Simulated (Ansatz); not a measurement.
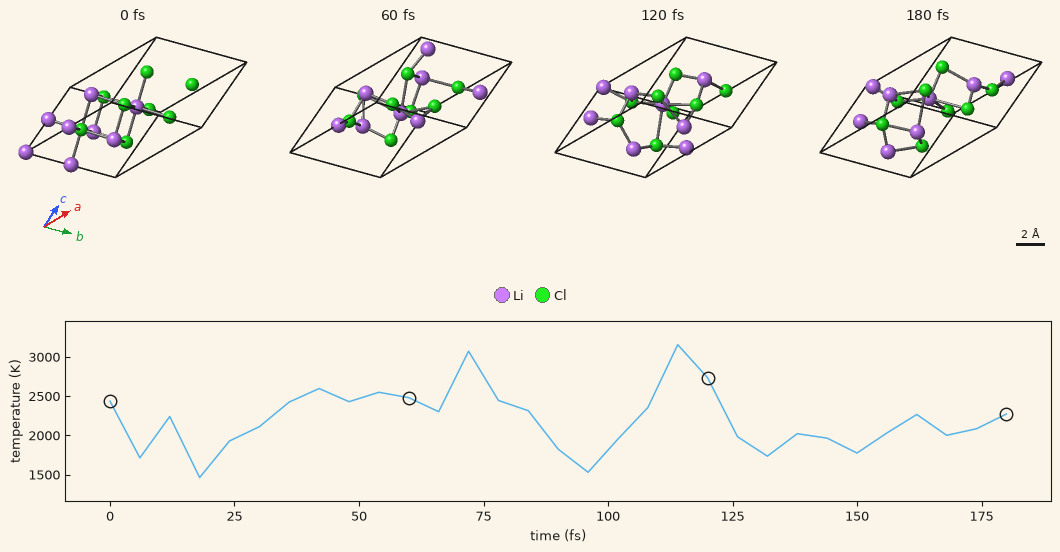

A Born-Oppenheimer molecular dynamics run of a 16-atom cell of LiCl (set up in Fm-3m), 180 fs long. Frames and the history of the run. A ball-and-stick model of the reduced simulation cell, seen from a free direction. Atoms that leave the cell re-enter on the other side. Bonds to atoms that aren't drawn are left out. Lengths and directions refer to the drawn axes.

Theory: DFT PBE, scalar-relativistic, plane waves, PAW (Ansatz). Run with plane-wave cutoff 420 eV; k-point mesh 2 × 2 × 2; Fermi-Dirac smearing 0.224 eV; volume 1.1 times that of the relaxed crystal; Langevin thermostat (NVT); set temperature 2600 K; time step 6 fs; friction 0.02 per fs.

**What do the frames and curves show?**

Root-mean-square distances from the starting positions over the second half, with the common drift of all atoms taken out: Li 1.06 Å, Cl 0.74 Å. Against the typical shortest distance between atoms in the first frame, about 2.6 Å these are large excursions, but over 180 fs one can't yet tell strong vibration from the start of diffusion. 1 of the 16 free atoms end more than three quarters of that spacing from the start. Over the second half the temperature averages 2107 K (spread ±383 K). The potential energy in the second half lies on average 267 meV per atom above the first frame. The mean pressure there is 6.3 GPa. The time step of 6 fs is long for the fastest vibrations here (lightest element lithium).

The run took roughly 5 core-minutes on a shared host.
